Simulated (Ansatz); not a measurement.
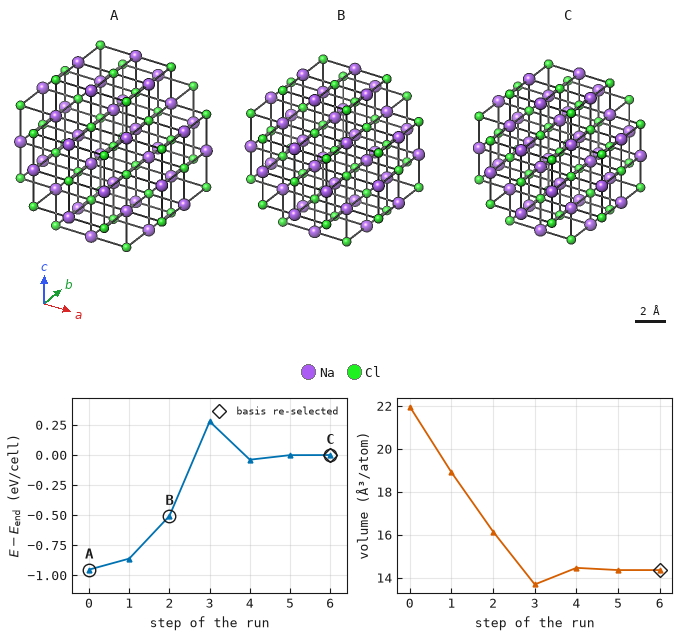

Frames of a relaxation of a crystal of NaCl (set up in Fm-3m), marked on the history of the run. The picture is a ball-and-stick view of the conventional cell (4 times the calculation's cell), seen from a free direction. Lengths and directions refer to the drawn axes.

Case: relaxed at 30 GPa.

These are results of Ansatz, DFT PBEsol, scalar-relativistic, plane waves, PAW, not measurements.

The input:
```yaml
crystal:
  lattice:
    - [0.0, 2.8007708028, 2.8007708028]
    - [2.8007708028, 0.0, 2.8007708028]
    - [2.8007708028, 2.8007708028, 0.0]
  atoms:
    - { symbol: Na, position: [0.0, 0.0, 0.0] }
    - { symbol: Cl, position: [0.5, 0.5, 0.5] }
basis:
  ecutwfc: 420
kpoints:
  mp_grid: { grid: [8, 8, 8] }
hamiltonian:
  xc: pbesol
scf:
  occupations: { method: fixed }
output:
  forces: true
  stress: true
  eigenvalues: true
relax:
  adjacent_minimum: "off"
  f_tol: 0.001
  max_steps: 60
  cell: { stress_tol: 0.02, p_target: 30.0 }
```

Launched with:
```bash
ansatz run input.yaml --threads 1 --pin off --max-ram 1228MiB --backend cpu --events-out ev --progress --plain --runs-dir out
```

Describe the path.

Answer. No atom moves by more than 0.005 Å relative to the cell. The volume changes by −34.6 %, with a = b = c 5.602 → 4.861 Å (−13.2 %). Some distances before and after: Na1–Cl2 2.801 → 2.431 Å. The space group stays Fm-3m (No. 225). The energy rises by 0.952 eV per cell of the calculation in 5 accepted moves (6 points after the start). With the target pressure of 30 GPa, the enthalpy E + pV changes by −1.898 eV per cell of the calculation. All forces vanish by symmetry, so only the cell relaxes. The pressure goes from 0.01 to 30.00 GPa. At 1 point the geometry stayed and the basis and grid were re-selected for the new cell (energy shift of 0.7 meV per cell of the calculation at most each time). From step 0 to 2: volume −26.5 %, energy +0.446 eV per cell of the calculation. From step 2 to 6: volume −11.1 %, energy +0.506 eV per cell of the calculation.
